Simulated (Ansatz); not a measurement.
Structure of Re:

```cif
data_structure
_symmetry_space_group_name_H-M 'Fd-3m:1'
_symmetry_Int_Tables_number 227
_cell_length_a 5.6777
_cell_length_b 5.6777
_cell_length_c 5.6777
_cell_angle_alpha 90.000
_cell_angle_beta 90.000
_cell_angle_gamma 90.000
_cell_volume 183.03
loop_
_atom_site_label
_atom_site_type_symbol
_atom_site_symmetry_multiplicity
_atom_site_Wyckoff_symbol
_atom_site_fract_x
_atom_site_fract_y
_atom_site_fract_z
_atom_site_occupancy
Re1 Re 8 b 0.25000 0.25000 0.75000 1
```

Structure used: the geometry relaxed with Ansatz, DFT, RPBE, plane waves (420 eV) with PAW, scalar-relativistic; the starting structure was generated, so it need not be a known form of this composition.

Question: Predict radii and indices of the first 6 visible rings (3 % of the strongest or more) for 120 kV electrons.

Answer:
```
ring     radius  d (Å)  hkl
   1  3.05 nm⁻¹   3.28  111
   2  4.98 nm⁻¹   2.01  220
   3  5.84 nm⁻¹  1.712  311
   4  7.05 nm⁻¹  1.419  400
   5  7.68 nm⁻¹  1.303  331
   6  8.63 nm⁻¹  1.159  422
```

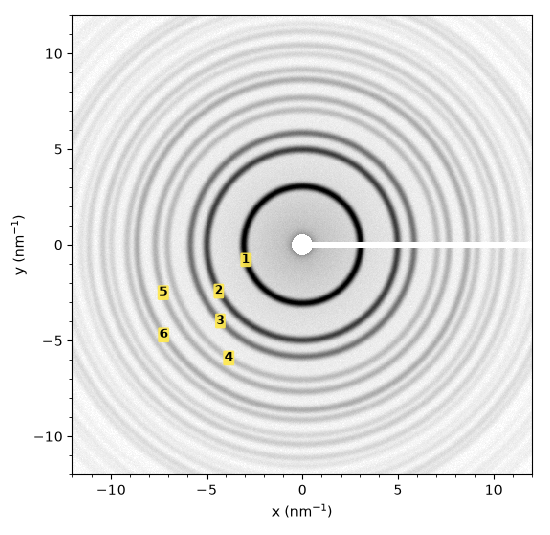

Simulated electron diffraction rings at 120 kV (λ = 0.0335 Å), scale in nm⁻¹ (radius = 1/d), for a fine-grained powder without texture. Kinematic intensities with B = 1.0 Å² for all atoms, without multiple scattering; brightness goes as intensity to the power 0.5, clipped at the top, with counting noise. Reflections closer than the ring width show as one ring. The numbers mark the rings of the table.
